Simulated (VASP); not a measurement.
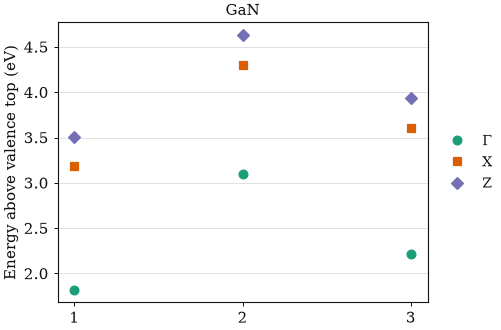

Lowest conduction level at each named k point, counted from the valence-band top at Γ, by several methods on one cell of tetragonally strained zincblende GaN, space group I-4m2 (No. 119), 2 atoms in the primitive cell, epitaxial_xy strain −2.3%; a = 3.108 Å, c = 4.604 Å (tetragonal axes). All runs are without spin-orbit coupling and carry no moments. In reduced coordinates of the cell that was run, X is (−0.5, 0, −0.5) and Z is (0.5, 0.5, 0). The cell is at 11 GPa in PBE.

Which column is which method? They are r2SCAN, PBE and HSE06.

Answer. 1 is PBE; 2 is HSE06; 3 is r2SCAN.

```
method  program  Γ (eV)  X (eV)  Z (eV)
   PBE     VASP    1.82    3.19    3.51
r2SCAN     VASP    2.22    3.60    3.94
 HSE06     VASP    3.10    4.30    4.63
```

Does HSE06 shift these levels rigidly from PBE?

Answer. The shifts are +1.28 eV at Γ, +1.11 eV at X and +1.12 eV at Z, and at points that aren't plotted +1.46 eV (N): over the named points that both runs hold, a spread of 0.36 eV on a mean of 1.24 eV, so one shift describes them only roughly.

Settings. PBE: VASP PAW PBE potentials, release 64 (Ga_d, N), 10×10×10 k mesh, 520 eV cutoff, Fermi-Dirac smearing of 0.02 eV (VASP 6.6.1). r2SCAN: VASP PAW PBE potentials, release 64 (Ga_d, N), 10×10×10 k mesh, 520 eV cutoff, Gaussian smearing of 0.01 eV (VASP 6.6.1). HSE06: VASP PAW PBE potentials, release 64 (Ga_d, N), 6×6×6 k mesh, 520 eV cutoff, Gaussian smearing of 0.01 eV (VASP 6.6.1).

The cell was built by a generator and needn't be a form met in nature. The cell was built from a pattern and not relaxed, so its bond lengths can be off. LDA, GGA and most meta-GGA functionals understate gaps. r2SCAN and HSE06: the PAW data sets were made with another functional. HSE06: the k mesh is thin for exact exchange. In reduced coordinates of the cell that was run, N is (0, 0, −0.5).
